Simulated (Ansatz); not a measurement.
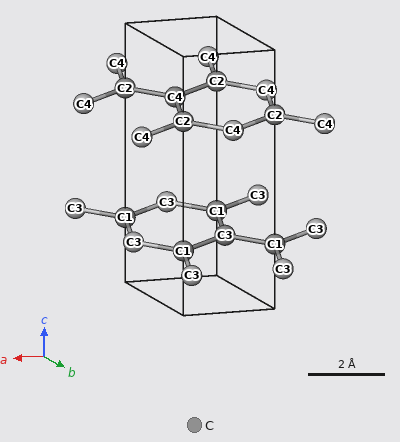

Fig. 1: The starting structure (ball-and-stick view of the cell of the calculation, seen at an oblique angle; neighbours outside the cell are drawn fainter; atoms are numbered from 1 in the order of the input). An atom can appear more than once, as a periodic image. Near neighbours in the periodic cell (some may lie outside the picture): C has 3 C at 1.42 Å.

# Run report: C, geometry relaxation (part 1 of 2)

C (4 atoms in the cell), computed with DFT r2SCAN, scalar-relativistic, plane waves, PAW, no spin polarisation (Ansatz 0.2.0).

The structure derives from a Materials Project entry. Figures and captions count atoms from 1; the log counts them from 0 in places.

### Log
```
Engine: ansatz 0.2.0, aarch64-unknown-linux-gnu
Pseudopotentials: kind: paw
Pseudopotential: C, paw, valence charge 4, recommended cutoff 500 eV (meta_gga), C.paw.azcp
Functional definition: r2SCAN
  parameter k0 = 0.174
  parameter k1 = 0.065
  parameter a1 = 4.9479
  exchange = r2scan_x(k0 = k0, k1 = k1, a1 = a1)
  correlation = r2scan_c
Crystal: 4 atoms, lattice volume = 41.137 Å³
Basis set: ecut = 500 eV, 1067 PW (Γ), exchange–correlation on 72×72×240 points (64 copies of the dense FFT grid, shifted against one another)
Bands: 12, of which v1, the nominal top of the filled ones, is band 8 counted from 1 (7 counted from 0)
Symmetry: 24 space group operations
Space group: P63/mmc (ITA 194), of the structure as read, at distance tolerance 3.5e-5 Å
k-points: 148 of 1944
Non-local potential: C, projectors of the file, l = 0: 2, l = 1: 2, l = 2: 1
PAW form: soft (Blöchl's): semilocal exchange-correlation on the pseudo side does not see the compensation charge
PAW frozen core: C, regenerated for the run's functional (the file was generated under x = pbe(κ = 0.804, μ = 0.2195149727645171), c = pbe(β = 0.06672455060314922))
PAW one-centre angular grid: C, 302 points (default); XC on 239 of its mesh's 2573 points in the sphere
Initial density: superposition of atomic densities (neutral atoms: chi_scale 0, normalization atom), corrected by the library's trained network
Initial wavefunctions: pseudopotential atomic-orbital guess
Functional: x = r2scan, c = r2scan; τ floored in thin density (d = 2e-4 eV/Å³)
SCF iter   1: F=—  HF=-1006.574671 eV  |F-HF|=—  |Δ(HF+E_count)|=         —  Δρ=7.84e-3  dr2=7.43e-3  dr2_τ=7.98e-1  ethr=1.77e-3  ⟨swp⟩=5.6  Hψ=10125  notcnv=0
preconditioner: auto → LDOS  [metal: Δε(μ)=0.003 eV  Ē_g=16.296 eV  σ=0.100 eV  W_gap=0.01  n_scr=4 (ndim 8)  ℏωp=23.2 eV  f_vac=0.156  D(μ)=0.17/eV (n_scr^D=2)  β→1.0]
SCF iter   2: F=—  HF=-1006.650413 eV  |F-HF|=—  |Δ(HF+E_count)|=   7.57e-2  Δρ=1.27e-3  dr2=3.50e-4  dr2_τ=2.62e-5  ethr=4.65e-5  ⟨swp⟩=2.0  Hψ=4736  notcnv=0
SCF iter   3: F=—  HF=-1006.650422 eV  |F-HF|=—  |Δ(HF+E_count)|=   9.31e-6  Δρ=3.98e-4  dr2=6.24e-5  dr2_τ=9.09e-6  ethr=2.19e-6  ⟨swp⟩=2.0  Hψ=2959  notcnv=0
SCF iter   4: F=—  HF=-1006.650399 eV  |F-HF|=—  |Δ(HF+E_count)|=   2.35e-5  Δρ=8.88e-5  dr2=2.53e-6  dr2_τ=4.01e-7  ethr=3.90e-7  ⟨swp⟩=2.0  Hψ=2878  notcnv=0
SCF iter   5: F=—  HF=-1006.650398 eV  |F-HF|=—  |Δ(HF+E_count)|=   3.98e-7  Δρ=3.24e-5  dr2=3.41e-7  dr2_τ=7.38e-8  ethr=1.58e-8  ⟨swp⟩=2.0  Hψ=2890  notcnv=0
SCF iter   6: F=-1006.650398 eV  HF=-1006.650398 eV  |F-HF|=1.16e-8  |Δ(HF+E_count)|=   2.40e-8  Δρ=1.01e-5  dr2=3.19e-8  dr2_τ=9.50e-10  ethr=6.25e-10  ⟨swp⟩=5.6  Hψ=8225  notcnv=0
SCF 1 converged in 6 iterations: F = -1006.650398 eV  dr2 = 3.19e-8
  greatest PAW one-centre occupation: 0.684 electrons in one spin orbital (limit 2), on the C atom at site 1 (counted from 0), in its partial waves of l = 0
relax step   1: F+E_penalty+E_count = -1006.65039823 eV  Δ(F+E_penalty+E_count) = +0.000e0 eV  max|allowed force component| = 5.921e-16 eV/Å  Δτ_max = 0.0000 Å  P = -3.584 GPa  Ω = 41.137 Å³  (6 SCF iters, dr2 threshold 1.00e-7 eV, accepted)
Crystal: 4 atoms, lattice volume = 40.033 Å³
Basis set: ecut = 500 eV, 1041 PW (Γ), exchange–correlation on 72×72×240 points (64 copies of the dense FFT grid, shifted against one another)
Initial density: handed on by an earlier stage of this run
Initial wavefunctions: those handed on with the density
iter 1 solved again at ethr=5.38e-5 eV; its pass at ethr=3.10e-3 eV (dr2=8.61e-3 eV) is discarded
SCF iter   1: F=—  HF=-1006.650134 eV  |F-HF|=—  |Δ(HF+E_count)|=         —  Δρ=3.97e-3  dr2=9.20e-3  dr2_τ=5.32e-3  ethr=5.38e-5  ⟨swp⟩=1.4  Hψ=14313  notcnv=0
preconditioner: auto → LDOS  [metal: Δε(μ)=0.003 eV  Ē_g=16.517 eV  σ=0.100 eV  W_gap=0.02  n_scr=4 (ndim 8)  ℏωp=23.5 eV  f_vac=0.133  D(μ)=0.17/eV (n_scr^D=2)  β→1.0]
SCF iter   2: F=—  HF=-1006.661341 eV  |F-HF|=—  |Δ(HF+E_count)|=   1.12e-2  Δρ=1.72e-3  dr2=1.24e-3  dr2_τ=1.60e-4  ethr=5.38e-5  ⟨swp⟩=2.1  Hψ=3608  notcnv=0
SCF iter   3: F=—  HF=-1006.660852 eV  |F-HF|=—  |Δ(HF+E_count)|=   4.89e-4  Δρ=2.32e-4  dr2=1.59e-5  dr2_τ=2.28e-6  ethr=7.72e-6  ⟨swp⟩=2.2  Hψ=2998  notcnv=0
SCF iter   4: F=—  HF=-1006.660856 eV  |F-HF|=—  |Δ(HF+E_count)|=   3.78e-6  Δρ=1.46e-4  dr2=7.14e-6  dr2_τ=1.20e-6  ethr=9.96e-8  ⟨swp⟩=2.0  Hψ=2973  notcnv=0
SCF iter   5: F=—  HF=-1006.660854 eV  |F-HF|=—  |Δ(HF+E_count)|=   1.37e-6  Δρ=5.32e-5  dr2=9.40e-7  dr2_τ=1.14e-8  ethr=4.46e-8  ⟨swp⟩=2.4  Hψ=2741  notcnv=0
SCF iter   6: F=-1006.660854 eV  HF=-1006.660854 eV  |F-HF|=2.57e-8  |Δ(HF+E_count)|=   1.82e-7  Δρ=1.16e-5  dr2=4.39e-8  dr2_τ=6.30e-10  ethr=2.50e-9  ⟨swp⟩=5.9  Hψ=8977  notcnv=0
SCF 2 converged in 6 iterations: F = -1006.660854 eV  dr2 = 4.39e-8
  greatest PAW one-centre occupation: 0.686 electrons in one spin orbital (limit 2), on the C atom at site 1 (counted from 0), in its partial waves of l = 0
relax step   2: F+E_penalty+E_count = -1006.66085392 eV  Δ(F+E_penalty+E_count) = -1.046e-2 eV  max|allowed force component| = 2.776e-16 eV/Å  Δτ_max = 0.0000 Å  P = -1.358 GPa  Ω = 40.033 Å³  energy of the carried Pulay correction = +2.620e-4 eV  (6 SCF iters, dr2 threshold 4.00e-7 eV, accepted)
Crystal: 4 atoms, lattice volume = 37.769 Å³
Basis set: ecut = 500 eV, 957 PW (Γ), exchange–correlation on 72×72×240 points (64 copies of the dense FFT grid, shifted against one another)
iter 1 solved again at ethr=2.05e-4 eV; its pass at ethr=3.10e-3 eV (dr2=3.29e-2 eV) is discarded
SCF iter   1: F=—  HF=-1006.636909 eV  |F-HF|=—  |Δ(HF+E_count)|=         —  Δρ=7.89e-3  dr2=3.41e-2  dr2_τ=2.19e-2  ethr=2.05e-4  ⟨swp⟩=1.3  Hψ=15578  notcnv=0
preconditioner: auto → LDOS  [metal: Δε(μ)=0.006 eV  Ē_g=16.755 eV  σ=0.100 eV  W_gap=0.04  n_scr=4 (ndim 8)  ℏωp=24.2 eV  f_vac=0.031  D(μ)=0.16/eV (n_scr^D=2)  β→1.0]
SCF iter   2: F=—  HF=-1006.672921 eV  |F-HF|=—  |Δ(HF+E_count)|=   3.60e-2  Δρ=3.46e-3  dr2=4.69e-3  dr2_τ=6.16e-4  ethr=2.05e-4  ⟨swp⟩=2.6  Hψ=4002  notcnv=0
SCF iter   3: F=—  HF=-1006.671030 eV  |F-HF|=—  |Δ(HF+E_count)|=   1.89e-3  Δρ=5.09e-4  dr2=6.67e-5  dr2_τ=9.72e-6  ethr=2.93e-5  ⟨swp⟩=2.2  Hψ=2987  notcnv=0
SCF iter   4: F=—  HF=-1006.671050 eV  |F-HF|=—  |Δ(HF+E_count)|=   2.01e-5  Δρ=3.52e-4  dr2=3.92e-5  dr2_τ=6.29e-6  ethr=4.17e-7  ⟨swp⟩=2.0  Hψ=3296  notcnv=0
SCF iter   5: F=—  HF=-1006.671042 eV  |F-HF|=—  |Δ(HF+E_count)|=   8.22e-6  Δρ=1.38e-4  dr2=6.02e-6  dr2_τ=5.52e-8  ethr=2.45e-7  ⟨swp⟩=2.3  Hψ=2696  notcnv=0
SCF iter   6: F=-1006.671040 eV  HF=-1006.671040 eV  |F-HF|=1.75e-7  |Δ(HF+E_count)|=   1.27e-6  Δρ=2.99e-5  dr2=2.85e-7  dr2_τ=3.94e-9  ethr=2.50e-9  ⟨swp⟩=4.8  Hψ=10789  notcnv=0
SCF 3 converged in 6 iterations: F = -1006.671040 eV  dr2 = 2.85e-7
  greatest PAW one-centre occupation: 0.688 electrons in one spin orbital (limit 2), on the C atom at site 1 (counted from 0), in its partial waves of l = 0
relax step   3: F+E_penalty+E_count = -1006.67104014 eV  Δ(F+E_penalty+E_count) = -1.019e-2 eV  max|allowed force component| = 3.469e-16 eV/Å  Δτ_max = 0.0000 Å  P = +1.046 GPa  Ω = 37.769 Å³  energy of the carried Pulay correction = +7.882e-4 eV  (6 SCF iters, dr2 threshold 4.00e-7 eV, accepted)
Crystal: 4 atoms, lattice volume = 36.256 Å³
Basis set: ecut = 500 eV, 943 PW (Γ), exchange–correlation on 72×72×240 points (64 copies of the dense FFT grid, shifted against one another)
iter 1 solved again at ethr=8.16e-5 eV; its pass at ethr=3.10e-3 eV (dr2=1.31e-2 eV) is discarded
SCF iter   1: F=—  HF=-1006.645920 eV  |F-HF|=—  |Δ(HF+E_count)|=         —  Δρ=5.29e-3  dr2=1.40e-2  dr2_τ=1.05e-2  ethr=8.16e-5  ⟨swp⟩=1.7  Hψ=15379  notcnv=0
preconditioner: auto → none  [metal: Δε(μ)=0.011 eV  Ē_g=16.785 eV  σ=0.100 eV  W_gap=0.06  n_scr=4 (ndim 8)  ℏωp=24.7 eV  f_vac=0.000  D(μ)=0.16/eV (n_scr^D=0)]
SCF iter   2: F=—  HF=-1006.672562 eV  |F-HF|=—  |Δ(HF+E_count)|=   2.66e-2  Δρ=1.96e-3  dr2=1.18e-3  dr2_τ=9.95e-5  ethr=8.16e-5  ⟨swp⟩=2.1  Hψ=3475  notcnv=0
SCF iter   3: F=—  HF=-1006.672927 eV  |F-HF|=—  |Δ(HF+E_count)|=   3.66e-4  Δρ=5.57e-4  dr2=3.77e-5  dr2_τ=2.58e-6  ethr=7.39e-6  ⟨swp⟩=2.8  Hψ=3003  notcnv=0
SCF iter   4: F=—  HF=-1006.672970 eV  |F-HF|=—  |Δ(HF+E_count)|=   4.25e-5  Δρ=1.11e-4  dr2=3.53e-6  dr2_τ=6.22e-7  ethr=2.35e-7  ⟨swp⟩=2.5  Hψ=2910  notcnv=0
SCF iter   5: F=-1006.672969 eV  HF=-1006.672969 eV  |F-HF|=1.02e-8  |Δ(HF+E_count)|=   5.53e-7  Δρ=2.69e-5  dr2=1.72e-7  dr2_τ=2.81e-8  ethr=2.50e-9  ⟨swp⟩=7.2  Hψ=10251  notcnv=0
SCF 4 converged in 5 iterations: F = -1006.672969 eV  dr2 = 1.72e-7
relax step   4: F+E_penalty+E_count = -1006.67296933 eV  Δ(F+E_penalty+E_count) = -1.929e-3 eV  max|allowed force component| = 2.359e-16 eV/Å  Δτ_max = 0.0000 Å  P = +1.471 GPa  Ω = 36.256 Å³  energy of the carried Pulay correction = +1.147e-3 eV  (5 SCF iters, dr2 threshold 4.00e-7 eV, accepted)
Crystal: 4 atoms, lattice volume = 36.705 Å³
iter 1 solved again at ethr=1.55e-5 eV; its pass at ethr=3.10e-3 eV (dr2=2.48e-3 eV) is discarded
SCF iter   1: F=—  HF=-1006.671851 eV  |F-HF|=—  |Δ(HF+E_count)|=         —  Δρ=1.97e-3  dr2=2.03e-3  dr2_τ=1.17e-3  ethr=1.55e-5  ⟨swp⟩=2.5  Hψ=14086  notcnv=0
preconditioner: auto → none  [metal: Δε(μ)=0.010 eV  Ē_g=16.598 eV  σ=0.100 eV  W_gap=0.06  n_scr=4 (ndim 8)  ℏωp=24.5 eV  f_vac=0.037  D(μ)=0.16/eV (n_scr^D=0)]
SCF iter   2: F=—  HF=-1006.673926 eV  |F-HF|=—  |Δ(HF+E_count)|=   2.07e-3  Δρ=6.38e-4  dr2=1.84e-4  dr2_τ=1.00e-5  ethr=1.27e-5  ⟨swp⟩=2.8  Hψ=3173  notcnv=0
SCF iter   3: F=—  HF=-1006.673907 eV  |F-HF|=—  |Δ(HF+E_count)|=   1.87e-5  Δρ=1.22e-4  dr2=1.80e-6  dr2_τ=1.34e-7  ethr=1.15e-6  ⟨swp⟩=2.3  Hψ=2963  notcnv=0
SCF iter   4: F=-1006.673909 eV  HF=-1006.673909 eV  |F-HF|=1.54e-8  |Δ(HF+E_count)|=   2.16e-6  Δρ=2.32e-5  dr2=1.27e-7  dr2_τ=2.42e-8  ethr=2.50e-9  ⟨swp⟩=7.0  Hψ=10288  notcnv=0
SCF 5 converged in 4 iterations: F = -1006.673909 eV  dr2 = 1.27e-7
  greatest PAW one-centre occupation: 0.687 electrons in one spin orbital (limit 2), on the C atom at site 1 (counted from 0), in its partial waves of l = 0
relax step   5: F+E_penalty+E_count = -1006.67390904 eV  Δ(F+E_penalty+E_count) = -9.397e-4 eV  max|allowed force component| = 3.423e-16 eV/Å  Δτ_max = 0.0000 Å  P = +0.052 GPa  Ω = 36.705 Å³  energy of the carried Pulay correction = +1.019e-3 eV  (4 SCF iters, dr2 threshold 4.00e-7 eV, accepted)
Crystal: 4 atoms, lattice volume = 36.751 Å³
iter 1 solved again at ethr=1.26e-7 eV; its pass at ethr=3.10e-3 eV (dr2=2.01e-5 eV) is discarded
SCF iter   1: F=—  HF=-1006.673869 eV  |F-HF|=—  |Δ(HF+E_count)|=         —  Δρ=1.73e-4  dr2=1.52e-5  dr2_τ=1.03e-5  ethr=1.26e-7  ⟨swp⟩=2.1  Hψ=13840  notcnv=0
preconditioner: auto → none  [metal: Δε(μ)=0.010 eV  Ē_g=16.624 eV  σ=0.100 eV  W_gap=0.06  n_scr=4 (ndim 8)  ℏωp=24.5 eV  f_vac=0.031  D(μ)=0.16/eV (n_scr^D=0)]
SCF iter   2: F=—  HF=-1006.673900 eV  |F-HF|=—  |Δ(HF+E_count)|=   3.16e-5  Δρ=6.73e-5  dr2=1.58e-6  dr2_τ=8.96e-8  ethr=9.50e-8  ⟨swp⟩=2.2  Hψ=2758  notcnv=0
SCF iter   3: F=—  HF=-1006.673903 eV  |F-HF|=—  |Δ(HF+E_count)|=   3.15e-6  Δρ=1.66e-5  dr2=3.36e-8  dr2_τ=3.20e-9  ethr=9.88e-9  ⟨swp⟩=2.3  Hψ=3003  notcnv=0
SCF iter   4: F=—  HF=-1006.673903 eV  |F-HF|=—  |Δ(HF+E_count)|=   3.92e-8  Δρ=6.33e-6  dr2=1.16e-8  dr2_τ=2.00e-9  ethr=6.15e-11  ⟨swp⟩=5.6  Hψ=8025  notcnv=0
SCF iter   5: F=-1006.673903 eV  HF=-1006.673903 eV  |F-HF|=1.80e-10  |Δ(HF+E_count)|=   2.03e-9  Δρ=8.05e-7  dr2=8.04e-11  dr2_τ=2.19e-11  ethr=6.15e-11  ⟨swp⟩=4.1  Hψ=5929  notcnv=0
SCF 6 converged in 5 iterations: F = -1006.673903 eV  dr2 = 8.04e-11
relax step   6: F+E_penalty+E_count = -1006.67390328 eV  Δ(F+E_penalty+E_count) = +5.754e-6 eV  max|allowed force component| = 5.921e-16 eV/Å  Δτ_max = 0.0000 Å  P = +0.003 GPa  Ω = 36.751 Å³  energy of the carried Pulay correction = +1.007e-3 eV  (5 SCF iters, dr2 threshold 9.84e-9 eV, accepted)
Basis set: ecut = 500 eV, 943 PW (Γ), exchange–correlation on 72×72×216 points (64 copies of the dense FFT grid, shifted against one another)
Initial wavefunctions: pseudopotential atomic-orbital guess (no wavefunctions were taken with the density)
iter 1 solved again at ethr=1.65e-7 eV; its pass at ethr=3.10e-3 eV (dr2=2.65e-5 eV) is discarded
SCF iter   1: F=—  HF=-1006.672451 eV  |F-HF|=—  |Δ(HF+E_count)|=         —  Δρ=2.18e-4  dr2=1.55e-6  dr2_τ=7.41e-6  ethr=1.65e-7  ⟨swp⟩=4.0  Hψ=15429  notcnv=0
preconditioner: auto → none  [metal: Δε(μ)=0.010 eV  Ē_g=16.628 eV  σ=0.100 eV  W_gap=0.06  n_scr=4 (ndim 8)  ℏωp=24.5 eV  f_vac=0.028  D(μ)=0.16/eV (n_scr^D=0)]
SCF iter   2: F=—  HF=-1006.672464 eV  |F-HF|=—  |Δ(HF+E_count)|=   1.25e-5  Δρ=1.11e-4  dr2=3.86e-7  dr2_τ=5.60e-7  ethr=9.68e-9  ⟨swp⟩=2.4  Hψ=2965  notcnv=0
SCF iter   3: F=—  HF=-1006.672468 eV  |F-HF|=—  |Δ(HF+E_count)|=   4.23e-6  Δρ=4.52e-6  dr2=1.45e-9  dr2_τ=3.85e-10  ethr=2.41e-9  ⟨swp⟩=2.0  Hψ=2951  notcnv=0
SCF iter   4: F=—  HF=-1006.672468 eV  |F-HF|=—  |Δ(HF+E_count)|=   4.42e-9  Δρ=5.12e-7  dr2=6.51e-11  dr2_τ=1.65e-11  ethr=9.04e-12  ⟨swp⟩=2.0  Hψ=2969  notcnv=0
SCF iter   5: F=—  HF=-1006.672468 eV  |F-HF|=—  |Δ(HF+E_count)|=  1.52e-11  Δρ=4.38e-7  dr2=5.94e-11  dr2_τ=8.38e-12  ethr=1.00e-12  ⟨swp⟩=5.2  Hψ=7094  notcnv=0
SCF iter   6: F=-1006.672468 eV  HF=-1006.672468 eV  |F-HF|=5.68e-12  |Δ(HF+E_count)|=  1.25e-11  Δρ=1.79e-7  dr2=9.42e-12  dr2_τ=9.96e-14  ethr=1.00e-12  ⟨swp⟩=3.0  Hψ=6421  notcnv=0
SCF 7 converged in 6 iterations: F = -1006.672468 eV  dr2 = 9.42e-12
relax step   7: F+E_penalty+E_count = -1006.67246783 eV  Δ(F+E_penalty+E_count) = +1.435e-3 eV  max|allowed force component| = 2.313e-16 eV/Å  Δτ_max = 0.0000 Å  P = +0.037 GPa  Ω = 36.751 Å³  stress off target by 4.33e-2 GPa  SCF on the basis re-selected at this cell (its energy is not comparable with the rows above)  (6 SCF iters)
```
